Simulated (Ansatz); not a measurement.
**Run report: Ta, geometry relaxation**

The run: geometry relaxation of Ta (I4₁/amd, 2 atoms in the cell). Method and program: DFT, PBE, plane waves, PAW, no spin polarisation (Ansatz 0.2.0).

Some settings of this run were made unusual or wrong on purpose. Figures and captions count atoms from 1; the log counts them from 0 in places.

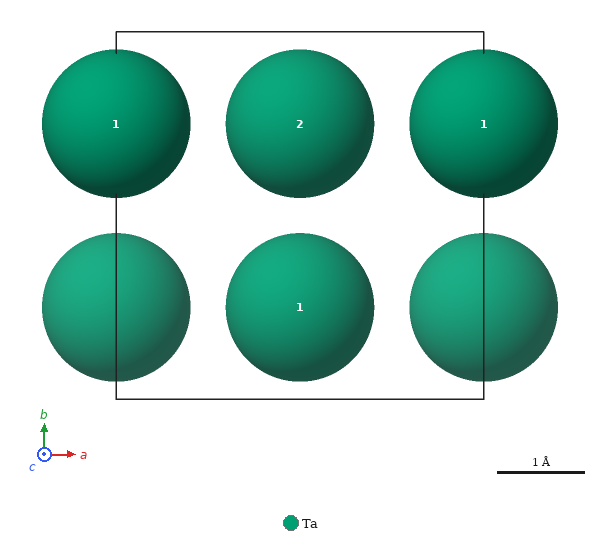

The structure as given in the input (spheres-only view of the cell 2 times as large as that of the calculation, set on its symmetry axes, along the c axis; atoms are numbered from 1 in the order of the input).

### Input file
```yaml
crystal:
  lattice:
    - [-2.1264117106, 2.1264117106, 1.1318686814]
    - [2.1264117106, -2.1264117106, 1.1318686814]
    - [2.1264117106, 2.1264117106, -1.1318686814]
  atoms:
    - { symbol: Ta, position: [-0.375, -0.125, -0.25] }
    - { symbol: Ta, position: [0.375, 0.125, 0.25] }
kpoints:
  mp_grid: { grid: [17, 17, 17] }
scf:
  occupations: { method: fermi_dirac, width: 0.1 }
  max_iter: 80
hamiltonian:
  xc: pbe
  pseudopotentials: { kind: paw }
output:
  forces: true
  stress: true
relax:
  f_tol: 0.005
  max_steps: 30
  cell: { stress_tol: 0.49, fix: [volume] }
  max_displacement: 2.0
```

Command:
```bash
ansatz run input.yaml --threads 1 --pin off --max-ram 2048MiB --backend cpu --events-out ev --progress --plain --runs-dir out
```

### The program's output
```
The last accepted step is kept in [file] (removed where the run ends without a failure and the disk answers)
Engine: ansatz 0.2.0, aarch64-unknown-linux-gnu
Pseudopotentials: kind: paw
Pseudopotential: Ta, paw, valence charge 13, recommended cutoff 420 eV (normal), Ta.paw.azcp
Functional definition: PBE
  parameter kappa = 0.804
  parameter beta = 0.06672455060314922
  exchange = pbe_x(kappa = kappa, mu = beta*pi^2/3)
  correlation = pbe_c(beta = beta)
Crystal: 2 atoms, lattice volume = 20.472 Å³
Basis set: ecut = 420 eV, 419 PW (Γ), exchange–correlation on 48×48×48 points (8 copies of the dense FFT grid, shifted against one another)
Bands: 17, of which v1, the nominal top of the filled ones, is band 13 counted from 1 (12 counted from 0)
Symmetry: 16 space group operations
Space group: I41/amd (ITA 141), of the structure as read, at distance tolerance 2.7e-5 Å
k-points: 405 of 4913
Non-local potential: Ta, projectors of the file, l = 0: 3, l = 1: 2, l = 2: 2, l = 3: 1
PAW form: soft (Blöchl's): semilocal exchange-correlation on the pseudo side does not see the compensation charge
PAW one-centre angular grid: Ta, 590 points (default); XC on 64 Gauss nodes
Initial density: superposition of atomic densities (neutral atoms: chi_scale 0, normalization atom), corrected by the library's trained network
Initial wavefunctions: pseudopotential atomic-orbital guess
Functional: x = pbe(κ = 0.804, μ = 0.2195149727645171), c = pbe(β = 0.06672455060314922)
SCF iter   1: F=—  HF=-19850.797989 eV  |F-HF|=—  |Δ(HF+E_count)|=         —  Δρ=1.05e-1  dr2=1.25e0  ethr=1.77e-3  ⟨swp⟩=5.6  Hψ=36145  notcnv=0
preconditioner: auto → none  [metal: Δε(μ)=0.010 eV  Ē_g=24.730 eV  σ=0.100 eV  W_gap=0.02  n_scr=4 (ndim 8)  ℏωp=38.3 eV  f_vac=0.000  D(μ)=1.04/eV (n_scr^D=8)  sad-step TF]
SCF iter   2: F=—  HF=-19850.525527 eV  |F-HF|=—  |Δ(HF+E_count)|=   2.72e-1  Δρ=6.43e-2  dr2=4.78e-1  ethr=1.77e-3  ⟨swp⟩=2.0  Hψ=11522  notcnv=0
SCF iter   3: F=—  HF=-19850.363655 eV  |F-HF|=—  |Δ(HF+E_count)|=   1.62e-1  Δρ=2.84e-3  dr2=7.17e-4  ethr=1.77e-3  ⟨swp⟩=2.4  Hψ=11034  notcnv=0
SCF iter   4: F=—  HF=-19850.363413 eV  |F-HF|=—  |Δ(HF+E_count)|=   2.42e-4  Δρ=4.85e-4  dr2=3.65e-5  ethr=2.76e-6  ⟨swp⟩=2.1  Hψ=13830  notcnv=0
SCF iter   5: F=—  HF=-19850.363394 eV  |F-HF|=—  |Δ(HF+E_count)|=   1.92e-5  Δρ=7.25e-5  dr2=2.70e-7  ethr=1.40e-7  ⟨swp⟩=2.0  Hψ=11907  notcnv=0
SCF iter   6: F=-19850.363394 eV  HF=-19850.363394 eV  |F-HF|=1.25e-9  |Δ(HF+E_count)|=   7.20e-8  Δρ=1.01e-5  dr2=6.15e-9  ethr=3.85e-10  ⟨swp⟩=4.6  Hψ=24357  notcnv=0
SCF 1 converged in 6 iterations: F = -19850.363394 eV  dr2 = 6.15e-9
  greatest PAW one-centre occupation: 1.000 electrons in one spin orbital (limit 2), on the Ta atom at site 1 (counted from 0), in its partial waves of l = 0
relax step   1: F+E_penalty+E_count = -19850.36339403 eV  Δ(F+E_penalty+E_count) = +0.000e0 eV  max|allowed force component| = 2.776e-17 eV/Å  Δτ_max = 0.0000 Å  P = +372.354 GPa  Ω = 20.472 Å³  fix = [volume]  reactions: volume +372.354 GPa  (6 SCF iters, dr2 threshold 1.00e-7 eV, accepted)
Basis set: ecut = 420 eV, 407 PW (Γ), exchange–correlation on 48×48×48 points (8 copies of the dense FFT grid, shifted against one another)
Initial density: handed on by an earlier stage of this run
Initial wavefunctions: those handed on with the density
iter 1 solved again at ethr=1.65e-5 eV; its pass at ethr=3.10e-3 eV (dr2=4.29e-3 eV) is discarded
SCF iter   1: F=—  HF=-19850.399787 eV  |F-HF|=—  |Δ(HF+E_count)|=         —  Δρ=5.08e-3  dr2=4.27e-3  ethr=1.65e-5  ⟨swp⟩=1.5  Hψ=46851  notcnv=0
preconditioner: auto → none  [metal: Δε(μ)=0.006 eV  Ē_g=24.765 eV  σ=0.100 eV  W_gap=0.02  n_scr=4 (ndim 8)  ℏωp=38.4 eV  f_vac=0.000  D(μ)=0.91/eV (n_scr^D=4)]
SCF iter   2: F=—  HF=-19850.398136 eV  |F-HF|=—  |Δ(HF+E_count)|=   1.65e-3  Δρ=1.78e-3  dr2=3.98e-4  ethr=1.64e-5  ⟨swp⟩=2.3  Hψ=10686  notcnv=0
SCF iter   3: F=—  HF=-19850.398002 eV  |F-HF|=—  |Δ(HF+E_count)|=   1.34e-4  Δρ=2.98e-4  dr2=3.83e-6  ethr=1.53e-6  ⟨swp⟩=2.8  Hψ=11445  notcnv=0
SCF iter   4: F=—  HF=-19850.398001 eV  |F-HF|=—  |Δ(HF+E_count)|=   4.75e-7  Δρ=1.11e-5  dr2=5.98e-9  ethr=1.47e-8  ⟨swp⟩=2.0  Hψ=11081  notcnv=0
iter 5 did not close the SCF: its close was put off for the readings that it lacked (scf_convergence_deferred on its scf_iter line)
SCF iter   5: F=-19850.398001 eV  HF=-19850.398001 eV  |F-HF|=1.46e-11  |Δ(HF+E_count)|=   3.13e-9  Δρ=1.24e-6  dr2=9.16e-11  ethr=2.30e-11  ⟨swp⟩=2.4  Hψ=11104  notcnv=0
SCF iter   6: F=-19850.398001 eV  HF=-19850.398001 eV  |F-HF|=3.64e-12  |Δ(HF+E_count)|=  3.27e-11  Δρ=1.60e-7  dr2=3.95e-12  ethr=1.00e-12  ⟨swp⟩=1.0  Hψ=19747  notcnv=0
SCF 2 converged in 6 iterations: F = -19850.398001 eV  dr2 = 3.95e-12
relax step   2: F+E_penalty+E_count = -19850.39800144 eV  Δ(F+E_penalty+E_count) = -3.461e-2 eV  max|allowed force component| = 1.388e-17 eV/Å  Δτ_max = 0.0000 Å  P = +372.713 GPa  Ω = 20.472 Å³  energy of the carried Pulay correction = +1.888e-5 eV  fix = [volume]  reactions: volume +372.713 GPa  (6 SCF iters, dr2 threshold 2.00e-7 eV, accepted)
iter 1 solved again at ethr=4.29e-8 eV; its pass at ethr=3.10e-3 eV (dr2=1.12e-5 eV) is discarded
SCF iter   1: F=—  HF=-19850.398157 eV  |F-HF|=—  |Δ(HF+E_count)|=         —  Δρ=3.03e-4  dr2=1.53e-5  ethr=4.29e-8  ⟨swp⟩=2.8  Hψ=42894  notcnv=0
preconditioner: auto → none  [metal: Δε(μ)=0.009 eV  Ē_g=24.788 eV  σ=0.100 eV  W_gap=0.02  n_scr=4 (ndim 8)  ℏωp=38.4 eV  f_vac=0.000  D(μ)=0.93/eV (n_scr^D=4)]
SCF iter   2: F=—  HF=-19850.398151 eV  |F-HF|=—  |Δ(HF+E_count)|=   5.64e-6  Δρ=1.05e-4  dr2=1.38e-6  ethr=4.29e-8  ⟨swp⟩=2.8  Hψ=11299  notcnv=0
iter 3 did not close the SCF: its close was put off for the readings that it lacked (scf_convergence_deferred on its scf_iter line)
SCF iter   3: F=-19850.398151 eV  HF=-19850.398151 eV  |F-HF|=5.31e-10  |Δ(HF+E_count)|=   4.81e-7  Δρ=1.76e-5  dr2=1.37e-8  ethr=5.32e-9  ⟨swp⟩=2.7  Hψ=10976  notcnv=0
iter 4 did not close the SCF: its close was put off for the readings that it lacked (scf_convergence_deferred on its scf_iter line)
SCF iter   4: F=-19850.398151 eV  HF=-19850.398151 eV  |F-HF|=7.28e-12  |Δ(HF+E_count)|=   1.16e-9  Δρ=7.37e-7  dr2=3.72e-11  ethr=5.26e-11  ⟨swp⟩=1.8  Hψ=9560  notcnv=0
iter 5 did not close the SCF: its close was put off for the readings that it lacked (scf_convergence_deferred on its scf_iter line)
SCF iter   5: F=-19850.398151 eV  HF=-19850.398151 eV  |F-HF|=1.09e-11  |Δ(HF+E_count)|=  1.82e-11  Δρ=7.15e-8  dr2=1.91e-13  ethr=1.00e-12  ⟨swp⟩=1.6  Hψ=8101  notcnv=0
SCF iter   6: F=-19850.398151 eV  HF=-19850.398151 eV  |F-HF|=3.64e-12  |Δ(HF+E_count)|=  1.09e-11  Δρ=9.23e-9  dr2=4.93e-15  ethr=1.00e-12  ⟨swp⟩=1.0  Hψ=15390  notcnv=0
SCF 3 converged in 6 iterations: F = -19850.398151 eV  dr2 = 4.93e-15
relax step   3: F+E_penalty+E_count = -19850.39815085 eV  Δ(F+E_penalty+E_count) = -1.494e-4 eV  max|allowed force component| = 1.388e-17 eV/Å  Δτ_max = 0.0000 Å  P = +372.662 GPa  Ω = 20.472 Å³  energy of the carried Pulay correction = +1.772e-5 eV  fix = [volume]  reactions: volume +372.662 GPa  (6 SCF iters, dr2 threshold 2.00e-7 eV, accepted)
Initial wavefunctions: pseudopotential atomic-orbital guess (no wavefunctions were taken with the density)
iter 1 solved again at ethr=2.58e-9 eV; its pass at ethr=3.10e-3 eV (dr2=6.70e-7 eV) is discarded
SCF iter   1: F=—  HF=-19850.398206 eV  |F-HF|=—  |Δ(HF+E_count)|=         —  Δρ=4.45e-5  dr2=3.95e-8  ethr=2.58e-9  ⟨swp⟩=4.1  Hψ=59775  notcnv=0
preconditioner: auto → none  [metal: Δε(μ)=0.008 eV  Ē_g=24.788 eV  σ=0.100 eV  W_gap=0.02  n_scr=4 (ndim 8)  ℏωp=38.4 eV  f_vac=0.000  D(μ)=0.93/eV (n_scr^D=4)]
SCF iter   2: F=—  HF=-19850.398207 eV  |F-HF|=—  |Δ(HF+E_count)|=   4.25e-7  Δρ=2.23e-5  dr2=9.76e-9  ethr=1.52e-10  ⟨swp⟩=1.1  Hψ=6996  notcnv=0
iter 3 did not close the SCF: its close was put off for the readings that it lacked (scf_convergence_deferred on its scf_iter line)
SCF iter   3: F=-19850.398207 eV  HF=-19850.398207 eV  |F-HF|=1.09e-11  |Δ(HF+E_count)|=   1.73e-8  Δρ=5.39e-7  dr2=1.08e-11  ethr=3.75e-11  ⟨swp⟩=2.6  Hψ=11194  notcnv=0
iter 4 did not close the SCF: its close was put off for the readings that it lacked (scf_convergence_deferred on its scf_iter line)
SCF iter   4: F=-19850.398207 eV  HF=-19850.398207 eV  |F-HF|=1.82e-11  |Δ(HF+E_count)|=  2.91e-11  Δρ=7.89e-8  dr2=2.96e-13  ethr=1.00e-12  ⟨swp⟩=1.1  Hψ=6922  notcnv=0
iter 5 did not close the SCF: its close was put off for the readings that it lacked (scf_convergence_deferred on its scf_iter line)
SCF iter   5: F=-19850.398207 eV  HF=-19850.398207 eV  |F-HF|=3.64e-12  |Δ(HF+E_count)|=  1.09e-11  Δρ=5.27e-9  dr2=2.29e-15  ethr=1.00e-12  ⟨swp⟩=1.0  Hψ=6885  notcnv=0
iter 6 did not close the SCF: its close was put off for the readings that it lacked (scf_convergence_deferred on its scf_iter line)
SCF iter   6: F=-19850.398207 eV  HF=-19850.398207 eV  |F-HF|=3.64e-12  |Δ(HF+E_count)|=  7.28e-12  Δρ=1.61e-9  dr2=2.56e-16  ethr=1.00e-12  ⟨swp⟩=1.0  Hψ=6885  notcnv=0
SCF iter   7: F=-19850.398207 eV  HF=-19850.398207 eV  |F-HF|=3.64e-12  |Δ(HF+E_count)|=  3.64e-12  Δρ=2.57e-10  dr2=5.71e-18  ethr=1.00e-12  ⟨swp⟩=1.2  Hψ=15478  notcnv=0
SCF 4 converged in 7 iterations: F = -19850.398207 eV  dr2 = 5.71e-18
relax step   4: F+E_penalty+E_count = -19850.39820658 eV  Δ(F+E_penalty+E_count) = -5.573e-5 eV  max|allowed force component| = 6.939e-18 eV/Å  Δτ_max = 0.0000 Å  P = +372.663 GPa  Ω = 20.472 Å³  fix = [volume]  reactions: volume +372.663 GPa  stress off target by 3.62e-2 GPa on what of the cell is left free  SCF on the basis re-selected at this cell (its energy is not comparable with the rows above)  (7 SCF iters)
```

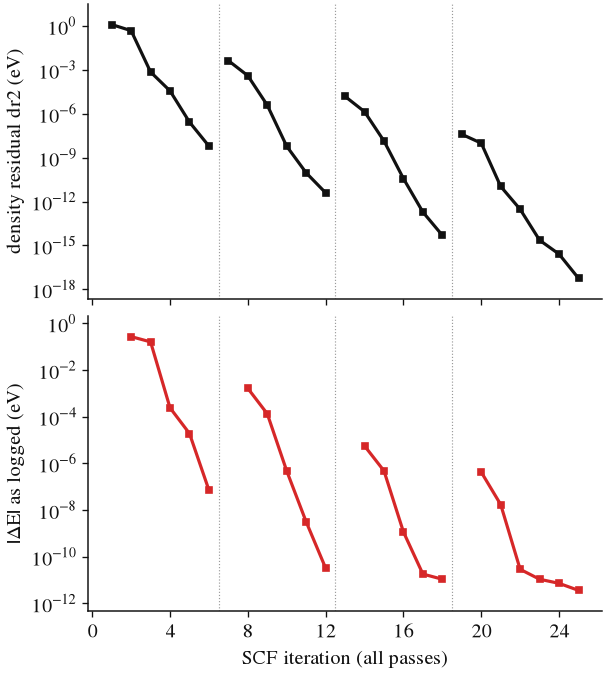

Convergence of the self-consistent field: density residual dr2 and size of the energy change against the SCF iteration. The dotted lines part the SCF passes of the relaxation: geometry steps, rejected trials and re-solves on a re-selected basis. The passes take 6, 6, 6 and 7 iterations.

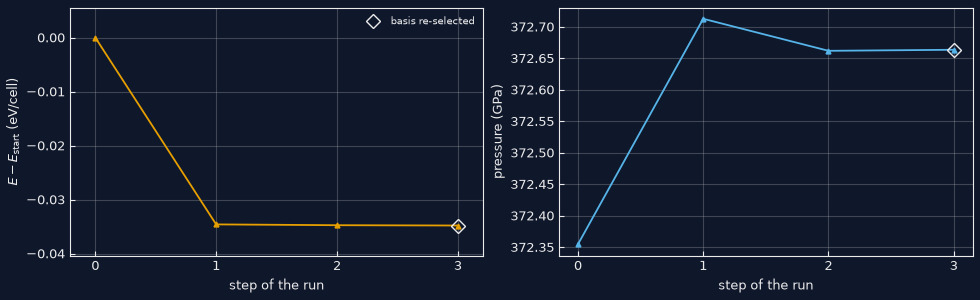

Progress of the relaxation, step by step (the first geometry is step 0 here and step 1 in the log).

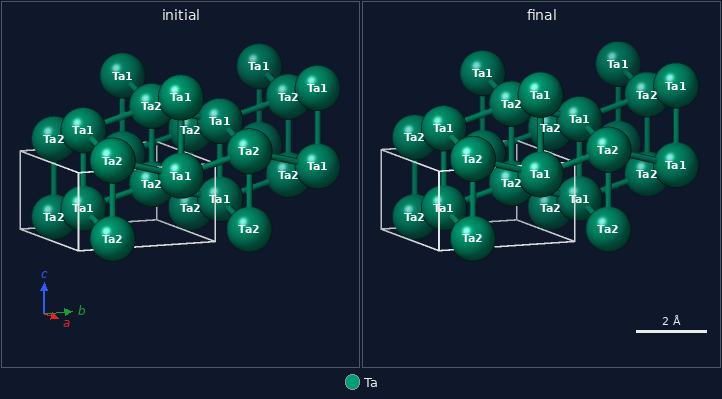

Before (left) and after (right) the relaxation, at one scale (ball-and-stick view of the cell 2 times as large as that of the calculation, set on its symmetry axes, repeated 1 × 2 × 2, seen slightly off an axis). No atom moves by more than 0.005 Å relative to the cell. The drawn cell changes at constant volume: a = b 4.253 → 4.217 Å (−0.8 %), c 2.264 → 2.302 Å (+1.7 %). Among the contacts that change: Ta1–Ta1 2.264 → 2.302 Å, Ta1–Ta2 2.200 → 2.186 Å. The space group stays I4_1/amd (No. 141). Over 2 geometry steps the energy falls by 34.8 meV per cell of the calculation. All forces vanish by symmetry, so only the cell relaxes. The pressure goes from 372.35 to 372.66 GPa. A last SCF at the same geometry on a re-selected plane-wave basis shifts the energy by −0.1 meV per cell of the calculation. (Atoms are counted from 1 in the order of the input.)

```
basis re-selected at this cell: Δ(F+E_penalty+E_count) = -5.573e-5 eV, ΔP = +0.002 GPa vs the last step (what re-selecting the basis moved, of the pressure what is left beyond the Pulay correction that the steps carried, after the strain that the cell walked since its last selection, with what the two solves' SCF thresholds leave and, on support functions, any second-order correction that the steps lacked; it is no measure of the basis error at this ecutwfc). This SCF's stress stands 3.62e-2 GPa from its target on what of the cell is left free (relax.cell.stress_tol is 4.90e-1 GPa) and its largest allowed force component is 6.94e-18 eV/Å (relax.f_tol is 5.00e-3 eV/Å): within both
SCF converged after 7 iterations
Free energy (F): -19850.398207 eV
Harris-Foulkes:  -19850.398207 eV  (|F-HF|=3.64e-12)
Internal energy: -19850.367677 eV  (E = F + TS)
E sigma→0 (E₀):  -19850.382942 eV
Entropy (-TS):   -0.030530 eV (-15.265 meV/atom)
Fermi energy:    35.139809 eV
--- Per-component energies (eV) ---
  E_band       = 182.156941
  E_kinetic    = 800.443656
  E_local      = -479.601476  (includes V_loc(G=0)·N_el)
  E_nonlocal   = 54.428377
  E_hartree    = 241.431752
  E_xc         = -455.588510
  E_vxc        = -432.823337  (∫ρ·V_xc dr)
  E_paw        = -16807.925500  (= ΣΔE_a)
  E_vpaw       = -243.154144  (= ΣTr[D̂ρ^β])
  E_aug_tail   = 0.000362  (compensation charges beyond the density's cutoff)
  E_ewald      = -3203.556338
  E_smearing   = -0.030530  (= −TS)
  E_closure    = 0.000000  (closes the sum)
  Σ components = -19850.398207   (vs F -19850.398207, Δ=0.00e0)
--- Forces (eV/Å), atoms counted from 1 ---
  atom   1  Ta    -0.00000000     0.00000000     0.00000000
  atom   2  Ta    -0.00000000     0.00000000     0.00000000
  max |Σ_I F_I| component: 4.16e-17 eV/Å
--- Stress (GPa, compression-positive) ---
      372.645312      -0.000000       0.000000
       -0.000000     372.645312      -0.000000
        0.000000       0.000000     372.699566
  P = ⅓ Tr σ = 372.6634 GPa (3726.634 kbar)
--- Relaxed structure (3 steps of the walk, 3 accepted, 1 SCFs on fresh bases) ---
  F+E_penalty+E_count = -19850.39820658 eV   max|allowed force component| = 6.939e-18 eV/Å   (the final SCF, on the basis selected at the relaxed cell)
  cell:  # Å, volume = 20.4716 Å³
    - [-2.1084615845803416, 2.1084615845803416, 1.1512227635768015]
    - [2.1084615845803416, -2.1084615845803416, 1.1512227635768015]
    - [2.1084615845803416, 2.1084615845803416, -1.1512227635768015]
  atoms:
    - { symbol: Ta, position: [-0.37500000000000006, -0.12499999999999997, -0.25000000000000006] }
    - { symbol: Ta, position: [0.37500000000000006, 0.12499999999999997, 0.25000000000000006] }
```

### Trajectory as extended XYZ (Å, eV, eV/Å), 4 frames, from step=1 to step=4
```
2
Lattice="-2.1264 2.1264 1.1319 2.1264 -2.1264 1.1319 2.1264 2.1264 -1.1319" Properties=species:S:1:pos:R:3:forces:R:3 step=1 energy=-19850.36339 pressure_GPa=372.35
Ta    0.0000   -1.0632   -0.2830    0.0000   0.0000   0.0000
Ta    0.0000    1.0632    0.2830    0.0000   0.0000   0.0000
2
Lattice="-2.1073 2.1073 1.1525 2.1073 -2.1073 1.1525 2.1073 2.1073 -1.1525" Properties=species:S:1:pos:R:3:forces:R:3 step=2 energy=-19850.39800 pressure_GPa=372.71
Ta    0.0000   -1.0536   -0.2881    0.0000   0.0000   0.0000
Ta    0.0000    1.0536    0.2881    0.0000   0.0000   0.0000
2
Lattice="-2.1085 2.1085 1.1512 2.1085 -2.1085 1.1512 2.1085 2.1085 -1.1512" Properties=species:S:1:pos:R:3:forces:R:3 step=3 energy=-19850.39815 pressure_GPa=372.66
Ta    0.0000   -1.0542   -0.2878    0.0000   0.0000   0.0000
Ta    0.0000    1.0542    0.2878    0.0000   0.0000   0.0000
2
Lattice="-2.1085 2.1085 1.1512 2.1085 -2.1085 1.1512 2.1085 2.1085 -1.1512" Properties=species:S:1:pos:R:3:forces:R:3 step=4 energy=-19850.39821 pressure_GPa=372.66
Ta    0.0000   -1.0542   -0.2878    0.0000   0.0000   0.0000
Ta    0.0000    1.0542    0.2878    0.0000   0.0000   0.0000
```

### What the run reported

| quantity | value |
| --- | --- |
| outcome | converged |
| space group (tolerance 0.01 Å) | I4₁/amd (141) |
| electrons treated | 26 |
| free energy | −19850.3982 eV |
| Fermi energy | 35.140 eV |
| pressure | 372.66 GPa |
| final volume | 20.47 Å³ |
| largest force (length of the vector) at the end | under 0.001 eV/Å |
| final cell | a = 3.196 Å, b = 3.196 Å, c = 3.196 Å, α = 97.45°, β = 97.45°, γ = 137.78° |
| hardware | 1 thread of Arm Neoverse V1, 24 GiB of memory available, shared host |
| wall time | 33 s |
| peak memory | 0.4 GiB |

### What went wrong

A setting was made wrong on purpose: relaxation steps far too long (`relax.max_displacement`). The steps overshoot the minimum. The run converged all the same; its numbers are those of the faulty input and shouldn't be used.
